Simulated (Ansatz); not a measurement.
Single-point calculation, with input and output: Nb (part 2 of 2)

The same run, continued: Nb (slab, 5 atoms in the cell); DFT, PBEsol, all-electron LAPW, scalar-relativistic, no spin polarisation (Ansatz 0.2.0); 11×11×1 k-mesh, Fermi–Dirac smearing of 0.05 eV. 

Geometry of the input (Å; fractional positions):
```
3.2726  0.0000  0.0000
0.0000  3.2726  0.0000
0.0000  0.0000  22.5452
Nb 0.0000  0.0000  0.3548
Nb 0.5000  0.5000  0.4274
Nb 0.0000  0.0000  0.5000
Nb 0.5000  0.5000  0.5726
Nb 0.0000  0.0000  0.6452
```

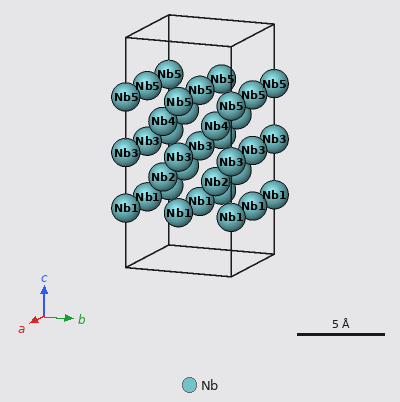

**Figure 1.** The structure (spheres-only view of the 2 × 2 repeat of the cell, with the vacuum cut short, seen slightly off an axis; atoms are numbered from 1 in the order of the input). An atom can appear more than once, as a periodic image.

Output, continued:
```
  k-point 2: bands = ["-337.8379", "-337.8379", "-337.8316", "-337.8316", "-337.8316", "-337.8316", "-337.0113", "-337.0113", "-337.0044", "-337.0044", "-337.0044", "-337.0044", "-336.9587", "-336.9435", "-336.9435", "-187.6908", "-187.6908", "-187.6891", "-187.6891", "-187.6891", "-187.6891", "-187.6878", "-187.6878", "-187.6820", "-187.6820", "-186.8790", "-186.8790", "-186.8737", "-186.8737", "-186.8584", "-186.8584", "-186.8584", "-186.8584", "-186.8526", "-186.8526", "-186.8252", "-186.8073", "-186.8015", "-186.8015", "-186.7935", "-49.6443", "-49.6433", "-49.0244", "-48.8971", "-48.7450", "-25.8829", "-25.8613", "-25.7911", "-25.7725", "-25.6444", "-25.6322", "-25.3398", "-25.3299", "-25.1419", "-24.9699", "-24.9085", "-24.8475", "-24.5685", "-24.5578", "-24.5577", "0.2732", "1.3121", "1.8861", "2.1938", "2.2521", "2.3701", "3.1635", "4.0830", "4.7014", "4.7230", "4.7876", "5.1261", "5.2892", "5.5825", "5.5946", "6.0652", "6.2086", "6.8097", "6.9996", "7.2266", "7.2726", "7.7163", "8.1827", "8.4995", "8.5154", "8.6495", "8.9662"]
  k-point 20: bands = ["-337.8379", "-337.8379", "-337.8316", "-337.8316", "-337.8316", "-337.8316", "-337.0113", "-337.0113", "-337.0044", "-337.0044", "-337.0044", "-337.0044", "-336.9587", "-336.9435", "-336.9435", "-187.6908", "-187.6908", "-187.6891", "-187.6891", "-187.6891", "-187.6891", "-187.6878", "-187.6878", "-187.6820", "-187.6820", "-186.8790", "-186.8790", "-186.8737", "-186.8737", "-186.8584", "-186.8584", "-186.8584", "-186.8584", "-186.8526", "-186.8526", "-186.8252", "-186.8073", "-186.8015", "-186.8015", "-186.7935", "-49.5961", "-49.5960", "-48.8838", "-48.8723", "-48.8257", "-26.0294", "-26.0231", "-25.9708", "-25.9677", "-25.7302", "-25.7176", "-25.5123", "-25.4918", "-25.0999", "-25.0900", "-25.0061", "-24.9709", "-24.9065", "-24.5794", "-24.5706", "1.8246", "1.8687", "2.9285", "3.0677", "3.3631", "3.3655", "3.4640", "3.4968", "3.9164", "4.1590", "4.1831", "5.3881", "5.4576", "7.2718", "7.2981", "7.4454", "7.5843", "7.6433", "7.9947", "8.5810", "8.8776", "8.9153", "8.9543", "9.0230", "9.2638", "9.3379", "9.7167"]
--- Löwdin populations: 5 sites ---
  site symbol       q [e]
     0     Nb     40.9709
     1     Nb     40.9388
     2     Nb     40.9458
     3     Nb     40.9388
     4     Nb     40.9709
  spilling = 0.001145 (of n_electrons = 205.000000)
```

File dos.tsv:
```
# E-E_F[eV]	g_bin_mean(E)[states/eV]	N(E)
# format = ansatz-dos/2
# fermi_ev = 5.241526
# fermi_mp_grid = 11 11 1
# fermi_mp_shift = 0 0 0
# tetrahedron_fermi_ev = 5.216390
# g_bin_mean(E): the states in a bin one row spacing wide, centred on E, divided by that spacing. States that the method places at a single energy (under output.dos.method: tetrahedron, those of a tetrahedron whose four corners have one energy) are counted whole in the row whose bin holds that energy (on the edge of two bins, in the lower row). The sum of g_bin_mean over a run of rows, times the row spacing, is the number of states from half a spacing under the first of them to half a spacing over the last (a plain sum, not the trapezoid rule).
-14.000000	0.000000e0	1.200000e2
-13.800000	0.000000e0	1.200000e2
-13.600000	0.000000e0	1.200000e2
-13.400000	0.000000e0	1.200000e2
-13.200000	0.000000e0	1.200000e2
-13.000000	0.000000e0	1.200000e2
-12.800000	0.000000e0	1.200000e2
-12.600000	0.000000e0	1.200000e2
-12.400000	0.000000e0	1.200000e2
-12.200000	0.000000e0	1.200000e2
-12.000000	0.000000e0	1.200000e2
-11.800000	0.000000e0	1.200000e2
-11.600000	0.000000e0	1.200000e2
-11.400000	0.000000e0	1.200000e2
-11.200000	0.000000e0	1.200000e2
-11.000000	0.000000e0	1.200000e2
-10.800000	0.000000e0	1.200000e2
-10.600000	0.000000e0	1.200000e2
-10.400000	0.000000e0	1.200000e2
-10.200000	0.000000e0	1.200000e2
-10.000000	0.000000e0	1.200000e2
-9.800000	0.000000e0	1.200000e2
-9.600000	0.000000e0	1.200000e2
-9.400000	0.000000e0	1.200000e2
-9.200000	0.000000e0	1.200000e2
-9.000000	0.000000e0	1.200000e2
-8.800000	0.000000e0	1.200000e2
-8.600000	0.000000e0	1.200000e2
-8.400000	0.000000e0	1.200000e2
-8.200000	0.000000e0	1.200000e2
-8.000000	0.000000e0	1.200000e2
-7.800000	0.000000e0	1.200000e2
-7.600000	0.000000e0	1.200000e2
-7.400000	0.000000e0	1.200000e2
-7.200000	0.000000e0	1.200000e2
-7.000000	0.000000e0	1.200000e2
-6.800000	0.000000e0	1.200000e2
-6.600000	0.000000e0	1.200000e2
-6.400000	0.000000e0	1.200000e2
-6.200000	0.000000e0	1.200000e2
-6.000000	0.000000e0	1.200000e2
-5.800000	0.000000e0	1.200000e2
-5.600000	5.853153e-2	1.200000e2
-5.400000	3.455512e-1	1.200463e2
-5.200000	3.132486e-1	1.201107e2
-5.000000	3.710832e-1	1.201796e2
-4.800000	3.635299e-1	1.202537e2
-4.600000	3.875539e-1	1.203284e2
-4.400000	4.641944e-1	1.204087e2
-4.200000	9.271732e-1	1.205515e2
-4.000000	1.013253e0	1.207436e2
-3.800000	1.221647e0	1.209644e2
-3.600000	3.693998e0	1.213692e2
-3.400000	4.188318e0	1.222436e2
-3.200000	5.521320e0	1.232039e2
-3.000000	6.538493e0	1.243577e2
-2.800000	6.672545e0	1.257730e2
-2.600000	5.929857e0	1.270243e2
-2.400000	5.695748e0	1.280934e2
-2.200000	9.050144e0	1.297808e2
-2.000000	5.185086e0	1.311050e2
-1.800000	5.676595e0	1.320836e2
-1.600000	7.339501e0	1.333859e2
-1.400000	8.910806e0	1.352475e2
-1.200000	7.054000e0	1.366124e2
-1.000000	7.889962e0	1.381566e2
-0.800000	5.961886e0	1.395751e2
-0.600000	6.940310e0	1.407540e2
-0.400000	7.438404e0	1.422834e2
-0.200000	6.946895e0	1.438238e2
0.000000	6.354345e0	1.451587e2
0.200000	8.257154e0	1.464021e2
0.400000	7.232461e0	1.481813e2
0.600000	7.266468e0	1.495212e2
0.800000	6.216416e0	1.508412e2
1.000000	4.709242e0	1.520436e2
1.200000	3.232479e0	1.527395e2
1.400000	3.870419e0	1.533852e2
1.600000	5.784155e0	1.544756e2
1.800000	7.939682e0	1.558960e2
2.000000	6.821386e0	1.572481e2
2.200000	5.855774e0	1.585753e2
2.400000	5.265797e0	1.596587e2
2.600000	7.207263e0	1.609068e2
2.800000	6.180031e0	1.622890e2
3.000000	5.034324e0	1.634207e2
3.200000	5.661670e0	1.643249e2
3.400000	6.937669e0	1.656986e2
3.600000	9.910553e0	1.671794e2
3.800000	1.089011e1	1.696186e2
4.000000	5.657799e0	1.711389e2
4.200000	4.618860e0	1.721640e2
4.400000	3.384290e0	1.729934e2
4.600000	1.209835e0	1.734028e2
4.800000	7.237163e-1	1.735925e2
5.000000	7.300526e-1	1.737369e2
5.200000	8.545826e-1	1.739423e2
5.400000	9.383416e-2	1.739989e2
5.600000	0.000000e0	1.740000e2
5.800000	0.000000e0	1.740000e2
6.000000	0.000000e0	1.740000e2
6.200000	0.000000e0	1.740000e2
6.400000	0.000000e0	1.740000e2
6.600000	0.000000e0	1.740000e2
6.800000	0.000000e0	1.740000e2
7.000000	0.000000e0	1.740000e2
7.200000	0.000000e0	1.740000e2
7.400000	0.000000e0	1.740000e2
7.600000	0.000000e0	1.740000e2
7.800000	0.000000e0	1.740000e2
8.000000	0.000000e0	1.740000e2
```

File populations.tsv:
```
# site	symbol	l	j	q
# orbitals = lowdin
# n_electrons = 205.000000
# spilling = 0.001145
# projection_atom_Nb: 1s2 2s2 2p6 3s2 3p6 3d10 4s2 4p6 4d4 5s1
0	Nb	0_1S	-	1.999997
0	Nb	0_2S	-	1.999875
0	Nb	0_3S	-	1.997765
0	Nb	0_4S	-	1.959993
0	Nb	0_5S	-	0.840653
0	Nb	1_2P	-	5.999999
0	Nb	1_3P	-	5.999880
0	Nb	1_4P	-	5.977342
0	Nb	2_3D	-	9.999980
0	Nb	2_4D	-	4.195464
1	Nb	0_1S	-	1.999995
1	Nb	0_2S	-	1.999785
1	Nb	0_3S	-	1.996172
1	Nb	0_4S	-	1.933074
1	Nb	0_5S	-	0.714203
1	Nb	1_2P	-	5.999999
1	Nb	1_3P	-	5.999876
1	Nb	1_4P	-	5.977487
1	Nb	2_3D	-	9.999968
1	Nb	2_4D	-	4.318269
2	Nb	0_1S	-	1.999995
2	Nb	0_2S	-	1.999779
2	Nb	0_3S	-	1.996062
2	Nb	0_4S	-	1.931294
2	Nb	0_5S	-	0.695281
2	Nb	1_2P	-	5.999999
2	Nb	1_3P	-	5.999867
2	Nb	1_4P	-	5.975764
2	Nb	2_3D	-	9.999967
2	Nb	2_4D	-	4.347800
3	Nb	0_1S	-	1.999995
3	Nb	0_2S	-	1.999785
3	Nb	0_3S	-	1.996172
3	Nb	0_4S	-	1.933074
3	Nb	0_5S	-	0.714203
3	Nb	1_2P	-	5.999999
3	Nb	1_3P	-	5.999876
3	Nb	1_4P	-	5.977487
3	Nb	2_3D	-	9.999968
3	Nb	2_4D	-	4.318269
4	Nb	0_1S	-	1.999997
4	Nb	0_2S	-	1.999875
4	Nb	0_3S	-	1.997765
4	Nb	0_4S	-	1.959993
4	Nb	0_5S	-	0.840653
4	Nb	1_2P	-	5.999999
4	Nb	1_3P	-	5.999880
4	Nb	1_4P	-	5.977342
4	Nb	2_3D	-	9.999980
4	Nb	2_4D	-	4.195464
```

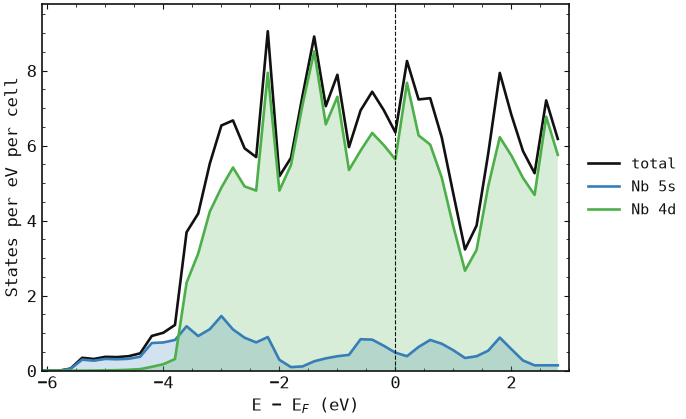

**Figure 2.** Density of states (projected on atomic shells), with energies from the Fermi level. There are states at the Fermi level: a metal at this level of theory.

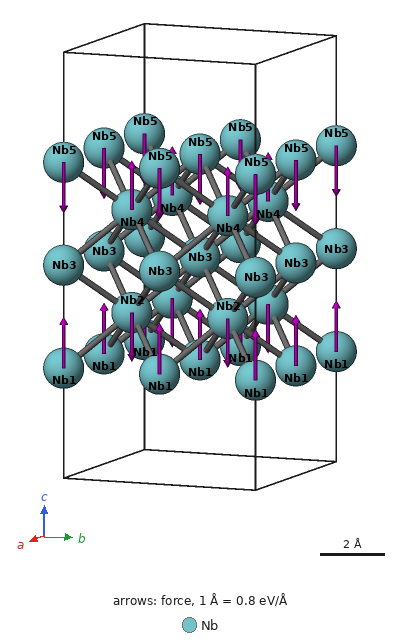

**Figure 3.** Forces on the atoms as pink arrows (ball-and-stick view of the 2 × 2 repeat of the cell, with the vacuum cut short, seen slightly off an axis; atoms are numbered from 1 in the order of the input). The largest act on Nb1, Nb5 (1.31 eV/Å); Nb2, Nb4 (1.26 eV/Å). The geometry is not a stationary point of this energy.

Key numbers:

```json
{"quantity": "outcome", "value": "converged"}
{"quantity": "electrons in bands (core shells apart)", "value": "145"}
{"quantity": "free energy", "value": "−519440.7359 eV"}
{"quantity": "Fermi energy", "value": "5.242 eV"}
{"quantity": "electronic character", "value": "metal"}
{"quantity": "largest force (length of the vector)", "value": "1.305 eV/Å"}
{"quantity": "hardware", "value": "2 threads of Arm Neoverse V1, 24 GiB of memory available, shared host"}
{"quantity": "wall time", "value": "2.3 min (CPU time 4.6 min)"}
{"quantity": "peak memory", "value": "0.71 GiB"}
```
